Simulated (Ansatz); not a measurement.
WC

The calculation's input:

```
crystal:
  lattice:
    - [-2.1726853742, -2.1726853742, 0.0]
    - [2.1726853742, -2.1726853742, 0.0]
    - [-0.7243733038, 0.0, 8.6907414969]
  atoms:
    - { symbol: W, position: [0.4791625, 0.5208375, 0.125] }
    - { symbol: W, position: [-0.0625125, 0.0625125, 0.375] }
    - { symbol: W, position: [0.3958125, 0.6041875, 0.625] }
    - { symbol: W, position: [-0.1458625, 0.1458625, 0.875] }
    - { symbol: C, position: [-0.0208375, 0.0208375, 0.125] }
    - { symbol: C, position: [0.4374875, 0.5625125, 0.375] }
    - { symbol: C, position: [-0.1041875, 0.1041875, 0.625] }
    - { symbol: C, position: [0.3541375, 0.6458625, 0.875] }
basis:
  ecutwfc: 420
kpoints:
  mp_grid: { grid: [19, 19, 7] }
hamiltonian:
  xc: pbesol
scf:
  occupations: { method: gaussian, width: 0.15 }
output:
  forces: true
  stress: true
  eigenvalues: true
  write_density: true
  write_potential: true
  elf: true
  volumetric_format: npy
```

Run with:

```sh
ansatz run input.yaml --threads 2 --pin off --max-ram 5120MiB --backend cpu --events-out ev --progress --plain --runs-dir out
```

Below, planes, directions and counts refer to the conventional cell (a = 4.35 Å, b = 4.35 Å, c = 8.72 Å, α = 90.00°, β = 94.76°, γ = 90.00°).

Space group C2/m; a structure from a database of computed crystals, not necessarily the ambient phase; not relaxed (largest force 1.8 eV/Å).

Level of theory: DFT PBEsol, scalar-relativistic, plane waves, PAW in Ansatz 0.2.0.

What will maps of the valence pseudo-density and electron localisation function show?

Answer. W–C (2.17 Å): ρ is about 0.67 e/Å³ halfway; the ELF peaks at about 0.80 in the valence shell of C, 0.7 Å from its nucleus, and is about 0.25 at the midpoint.

Does the calculation make it a metal, or give it a gap?

Answer. It is gapless in this calculation (a metal or semimetal).

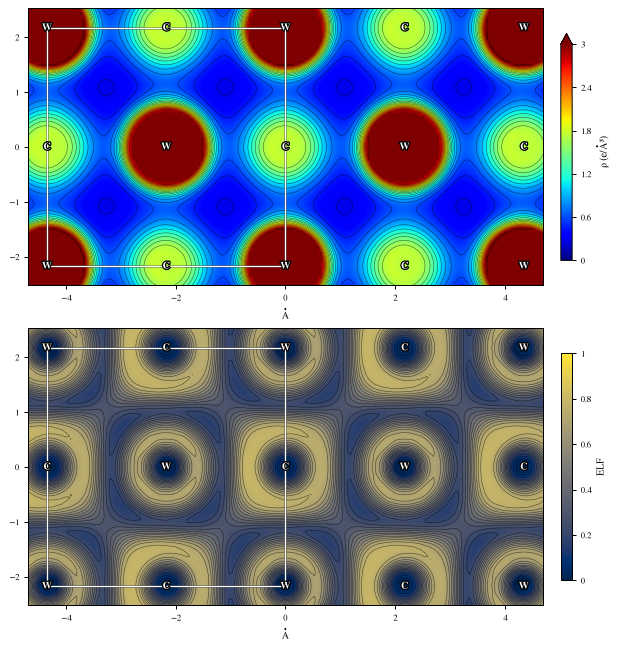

Computed valence pseudo-density and electron localisation function on the (001) plane of the conventional cell, in this order. 
